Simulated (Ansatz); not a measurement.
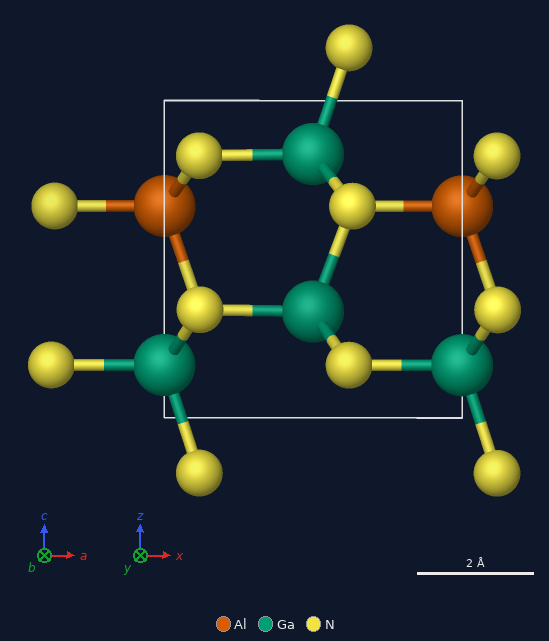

A scan of a crystal of AlGa$_{3}$N$_{4}$ (Pm): the cell is strained equally along x and y and separately along z, with the atoms kept at their fractional coordinates. x, y and z are the Cartesian axes of the input. The picture shows the reference cell. A ball-and-stick model of the cell of the calculation, seen along the b axis.

Computed with Ansatz 0.2.0, DFT r2SCAN, scalar-relativistic, plane waves, PAW. Settings: plane-wave cutoff 500 eV; k-point mesh 6 × 8 × 4; occupations gaussian; smearing width 0.05 eV; no spin polarisation. Energies (free energies at the smearing named) are counted from the relaxed crystal.

```xyz
8
Lattice="5.1389 0.0000 0.0000 0.0000 3.1634 0.0000 -0.0037 0.0000 5.4770" Properties=species:S:1:pos:R:3 pbc="T T T"
Al    0.0005    1.5817    3.6548
Ga    2.5640    1.5817    1.8351
Ga    2.5625    0.0000    4.5539
Ga    5.1376    0.0000    0.9102
N     0.6124    1.5817    1.8655
N     0.5999    0.0000    4.5236
N     3.1867    0.0000    0.9103
N     3.2440    1.5817    3.6546
```

Predict the energy profile on a grid with rows −0.030, −0.015, 0.000, 0.015, 0.030 and columns −0.030, −0.015, 0.000, 0.015, 0.030 (strain along x and y; strain along z).

Answer. Rows: strain along x and y; columns: strain along z; values in meV/atom.

```csv
,−0.030,−0.015,0.000,0.015,0.030
−0.030,62.2,44.7,35.1,32.8,36.8
−0.015,29.0,14.8,8.4,9.0,15.9
0.000,14.6,3.5,0.0,3.3,12.7
0.015,17.0,8.7,7.7,13.5,25.1
0.030,33.9,28.2,29.7,37.7,51.4
```

In pairs of (strain along x and y; strain along z): the lowest computed point lies at (0.000, 0.000) (0.0 meV/atom), the highest at (−0.030, −0.030) (62.2 meV/atom). The valley is tilted: raising the in-plane strain is made harder by raising the strain along z (cross term 0.25 of the geometric mean of the two curvatures). Over the ranges scanned the energy rises more along the first axis, the in-plane strain. The pressure runs from −14.8 GPa at (0.030, 0.030) to 22.2 GPa at (−0.030, −0.030).

As a map, interpolated between the computed points (dots):

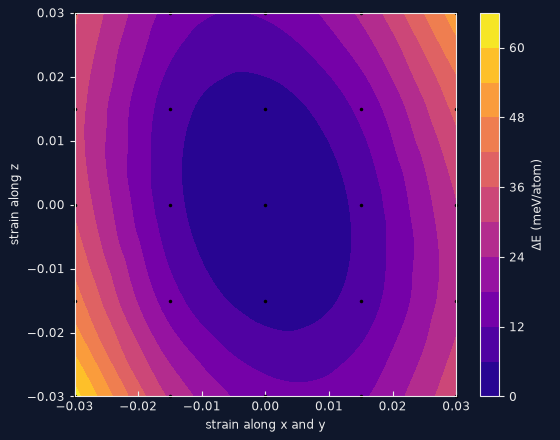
